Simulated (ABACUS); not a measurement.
# Run report: Pd, band-structure run (part 1 of 2)

System: Pd (Fm-3m, 1 atom in the cell).
Method: Kohn-Sham DFT of a periodic cell, OLYP, PseudoDojo NC SR 0.5 PBE standard, no spin polarisation (ABACUS 3.10.1).

The structure derives from an entry of the Crystallography Open Database.

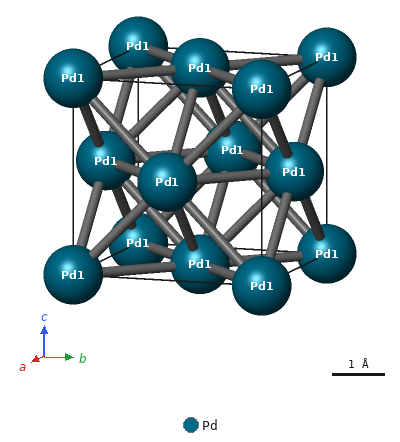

Fig. 1: The structure (ball-and-stick view of the cell 4 times as large as that of the calculation, set on its symmetry axes, seen slightly off an axis; atoms are numbered from 1 in the order of the input).

Input file:
```
INPUT_PARAMETERS
suffix              Pd
calculation         scf
basis_type          pw
pseudo_dir          ./
symmetry            1
dft_functional      GGA_X_OPTX+GGA_C_LYP
ecutwfc             82
pseudo_rcut         7
nspin               1
nbands              19
ks_solver           dav
smearing_method     fd
smearing_sigma      0.00367493
scf_thr             1e-08
scf_nmax            100
mixing_type         broyden
mixing_beta         0.7
cal_force           1
cal_stress          1
out_chg             1
kpar                4
```

File STRU:
```
ATOMIC_SPECIES
Pd 106.4200 Pd.upf

LATTICE_CONSTANT
1.8897261246

LATTICE_VECTORS
0.0000000000 1.9465000000 1.9465000000
1.9465000000 0.0000000000 1.9465000000
1.9465000000 1.9465000000 0.0000000000

ATOMIC_POSITIONS
Cartesian

Pd
0.0
1
0.0000000000 0.0000000000 0.0000000000 1 1 1
```

File KPT:
```
K_POINTS
0
Gamma
10 10 10 0 0 0
```

Machine: 4 threads of Intel Xeon @ 3.00GHz (Skylake/Cascade Lake), 12 GiB of memory available, shared host.

Launch command:
```bash
OMP_NUM_THREADS=1 mpirun -np 4 abacus > log
```

Log:
```
ABACUS v3.10.1

               Atomic-orbital Based Ab-initio Computation at UStc

 ------------------------------------------------------------------------------------

 READING GENERAL INFORMATION
                           global_out_dir = OUT.Pd/
                           global_in_card = INPUT
                               pseudo_dir = ./
                              orbital_dir =
                                    DSIZE = 4
                                    GSIZE = 1

 READING UNITCELL INFORMATION
                                    ntype = 1
                  lattice constant (Bohr) = 1.88973
              lattice constant (Angstrom) = 1

 READING ATOM TYPE 1
                               atom label = Pd
                      L=0, number of zeta = 1
                      L=1, number of zeta = 1
                      L=2, number of zeta = 1
             number of atom for this type = 1

                        TOTAL ATOM NUMBER = 1
CARTESIAN COORDINATES ( UNIT =       1.889726124600 Bohr ).
    atom                   x                   y                   z     mag                  vx                  vy                  vz
tauc_Pd1            0.0000000000        0.0000000000        0.0000000000  0.0000        0.0000000000        0.0000000000        0.0000000000

                          Volume (Bohr^3) = 99.5382
                             Volume (A^3) = 14.75

 Lattice vectors: (Cartesian coordinate: in unit of a_0)
                   +0             +1.9465             +1.9465
              +1.9465                  +0             +1.9465
              +1.9465             +1.9465                  +0
 Reciprocal vectors: (Cartesian coordinate: in unit of 2 pi/a_0)
            -0.256871           +0.256871           +0.256871
            +0.256871           -0.256871           +0.256871
            +0.256871           +0.256871           -0.256871
 The esolver type has been set to : ksdft_pw

                PAO radial cut off (Bohr) = 7

 Read in pseudopotential file is Pd.upf
                     pseudopotential type = NC
          exchange-correlation functional = PBE
                 nonlocal core correction = 1
                        valence electrons = 18
                                     lmax = 2
                           number of zeta = 3
                     number of projectors = 6
                           L of projector = 0
                           L of projector = 0
                           L of projector = 1
                           L of projector = 1
                           L of projector = 2
                           L of projector = 2
 XC functional updated to : GGA_X_OPTX+GGA_C_LYP
          exchange-correlation functional = GGA_X_OPTX+GGA_C_LYP
     initial pseudo atomic orbital number = 9

 SETUP THE ELECTRONS NUMBER
            electron number of element Pd = 18
      total electron number of element Pd = 18
            AUTOSET number of electrons:  = 18
                           occupied bands = 9
                                   NBANDS = 19
                                   NLOCAL = 9

%%%%%%%%%%%%%%%%%%%%%%%%%%%%%%%%%%%%%%%%%%%%%%%%%%%%%%%%%%%%%%%%%%%%%%%%%%%%%%%%%%%%%%%%%%%%%%%%%%%%%%%%%%
 Warning: the number of valence electrons in pseudopotential > 10 for Pd: [Kr] 4d10
 Pseudopotentials with additional electrons can yield (more) accurate outcomes, but may be less efficient.
 If you're confident that your chosen pseudopotential is appropriate, you can safely ignore this warning.
%%%%%%%%%%%%%%%%%%%%%%%%%%%%%%%%%%%%%%%%%%%%%%%%%%%%%%%%%%%%%%%%%%%%%%%%%%%%%%%%%%%%%%%%%%%%%%%%%%%%%%%%%%

 SETUP THE PLANE WAVE BASIS
 energy cutoff for charge/potential (unit:Ry) = 328
            fft grid for charge/potential = [ 30, 30, 30 ]
                        fft grid division = [ 1, 1, 1 ]
        big fft grid for charge/potential = [ 30, 30, 30 ]
                                     nbxx = 27000
                                     nrxx = 27000

 SETUP PLANE WAVES FOR CHARGE/POTENTIAL
                    number of plane waves = 9841
                         number of sticks = 595

 PARALLEL PW FOR CHARGE/POTENTIAL
     PROC   COLUMNS(POT)             PW
        1            595           9841
 --------------- sum -------------------
        1            595           9841
                            number of |g| = 151
                                  max |g| = 29.2304
                                  min |g| = 0

----------- Double Check Mixing Parameters Begin ------------
mixing_type: broyden
mixing_beta: 0.7
mixing_gg0: 1
mixing_gg0_min: 0.1
mixing_ndim: 8
----------- Double Check Mixing Parameters End ------------

 LATTICE VECTORS: (CARTESIAN COORDINATE: IN UNIT OF A0)
                   +0             +1.9465             +1.9465
              +1.9465                  +0             +1.9465
              +1.9465             +1.9465                  +0
                       right hand lattice = 1
                                   NORM_A = 2.75277
                                   NORM_B = 2.75277
                                   NORM_C = 2.75277
                           ALPHA (DEGREE) = 60
                           BETA  (DEGREE) = 60
                           GAMMA (DEGREE) = 60

 The lattice vectors have been changed (STRU_SIMPLE.cif)

(for optimal symmetric configuration:)
                             BRAVAIS TYPE = 3
                     BRAVAIS LATTICE NAME = 03. Cubic F (face-centered)
                                    ibrav = 3
                                    IBRAV = 3
                                  BRAVAIS = FACE CENTERED CUBIC
                       LATTICE CONSTANT A = 3.893
Original cell was already a primitive cell.
                        ROTATION MATRICES = 48
              PURE POINT GROUP OPERATIONS = 48
                   SPACE GROUP OPERATIONS = 48
                              POINT GROUP = O_h
               POINT GROUP IN SPACE GROUP = O_h

 SETUP K-POINTS
                                    nspin = 1
                   Input type of k points = Monkhorst-Pack(Gamma)
                                   nkstot = 1000
                       right hand lattice = 1
(for reciprocal lattice: )
                             BRAVAIS TYPE = 2
                     BRAVAIS LATTICE NAME = 02. Cubic I (body-centered)
                                    ibrav = 2
                       right hand lattice = 1
(for k-lattice: )
                             BRAVAIS TYPE = 2
                     BRAVAIS LATTICE NAME = 02. Cubic I (body-centered)
                                    ibrav = 2
                       right hand lattice = 1
                        ROTATION MATRICES = 48
                               nkstot_ibz = 47
K-POINTS REDUCTION ACCORDING TO SYMMETRY
     IBZ    DIRECT_X    DIRECT_Y    DIRECT_Z  WEIGHT  ibz2bz
       1  0.00000000  0.00000000  0.00000000  0.0010       0
       2  0.10000000  0.10000000  0.10000000  0.0080       1
       3  0.20000000  0.20000000  0.20000000  0.0080       2
       4  0.30000000  0.30000000  0.30000000  0.0080       3
       5  0.40000000  0.40000000  0.40000000  0.0080       4
       6  0.50000000  0.50000000  0.50000000  0.0040       5
       7  0.10000000  0.10000000  0.00000000  0.0060      11
       8  0.20000000  0.20000000  0.10000000  0.0240      12
       9  0.30000000  0.30000000  0.20000000  0.0240      13
      10  0.40000000  0.40000000  0.30000000  0.0240      14
      11  0.50000000  0.50000000  0.40000000  0.0240      15
      12  0.50000000  0.40000000  0.40000000  0.0240      16
      13  0.40000000  0.30000000  0.30000000  0.0240      17
      14  0.30000000  0.20000000  0.20000000  0.0240      18
      15  0.10000000  0.10000000  0.20000000  0.0120      19
      16  0.20000000  0.20000000  0.00000000  0.0060      22
      17  0.30000000  0.30000000  0.10000000  0.0240      23
      18  0.40000000  0.40000000  0.20000000  0.0240      24
      19  0.50000000  0.50000000  0.30000000  0.0240      25
      20 -0.40000000  0.40000000  0.40000000  0.0240      26
      21  0.50000000  0.30000000  0.30000000  0.0240      27
      22  0.40000000  0.20000000  0.20000000  0.0120      28
      23  0.30000000  0.30000000  0.00000000  0.0060      33
      24  0.40000000  0.40000000  0.10000000  0.0240      34
      25  0.50000000  0.50000000  0.20000000  0.0240      35
      26 -0.30000000  0.40000000  0.40000000  0.0240      36
      27 -0.40000000  0.30000000  0.30000000  0.0120      37
      28  0.40000000  0.40000000  0.00000000  0.0060      44
      29  0.50000000  0.50000000  0.10000000  0.0240      45
      30 -0.20000000  0.40000000  0.40000000  0.0120      46
[... 17 further k points ...]

                               nkstot now = 47
[... K-POINTS DIRECT COORDINATES: 47 rows ...]

           k-point number in this process = 12
       minimum distributed K point number = 11
[... stars of the k points ...]

[... K-POINTS CARTESIAN COORDINATES: 12 rows ...]

[... K-POINTS DIRECT COORDINATES: 12 rows ...]

 SETUP PLANE WAVES FOR WAVE FUNCTIONS
     energy cutoff for wavefunc (unit:Ry) = 82
              fft grid for wave functions = [ 30, 30, 30 ]
                    number of plane waves = 1591
                         number of sticks = 187

 PARALLEL PW FOR WAVE FUNCTIONS
     PROC   COLUMNS(POT)             PW
        1            187           1591
 --------------- sum -------------------
        1            187           1591

 SETUP NONLOCAL PSEUDOPOTENTIALS IN PLANE WAVE BASIS
 Pd non-local projectors:
 projector 1 L=0
 projector 2 L=0
 projector 3 L=1
 projector 4 L=1
 projector 5 L=2
 projector 6 L=2
      TOTAL NUMBER OF NONLOCAL PROJECTORS = 18

 Init Non-Local PseudoPotential table :
 Init Non-Local-Pseudopotential done.

                                     npwx = 1266

 Make real space PAO into reciprocal space.
       max mesh points in Pseudopotential = 701
     dq(describe PAO in reciprocal space) = 0.01
                                    max q = 1091

 number of pseudo atomic orbitals for Pd is 3
WARNING: norm of atomic wavefunction # 3 of atomic type Pd is 0.99972, renormalized

 -------------------------------------------
 SELF-CONSISTENT
 -------------------------------------------
                                 init_chg = atomic

 PW ALGORITHM --------------- ION=   1  ELEC=   1--------------------------------
 Notice: Threshold on eigenvalues was too large.
 hsover_error=0.18 > DRHO=0.134872
 Origin diag ethr = 0.01
 New diag ethr = 0.00074929

 Density error is 0.134112798813
                          Error Threshold = 0.000749289518619
----------------------------------------------------------
     Energy           Rydberg                 eV
----------------------------------------------------------
 E_KohnSham     -271.5514529478      -3694.6470602684
 E_Harris       -275.8405991220      -3753.0038877926
 E_Fermi        1.5600941325         21.2261696183
----------------------------------------------------------

 PW ALGORITHM --------------- ION=   1  ELEC=   2--------------------------------

 Density error is 0.0549248906298
                          Error Threshold = 0.000745071104514
----------------------------------------------------------
     Energy           Rydberg                 eV
----------------------------------------------------------
 E_KohnSham     -271.5802800460      -3695.0392730614
 E_Harris       -268.8961596783      -3658.5199419424
 E_Fermi        1.3957535557         18.9902013616
----------------------------------------------------------
```
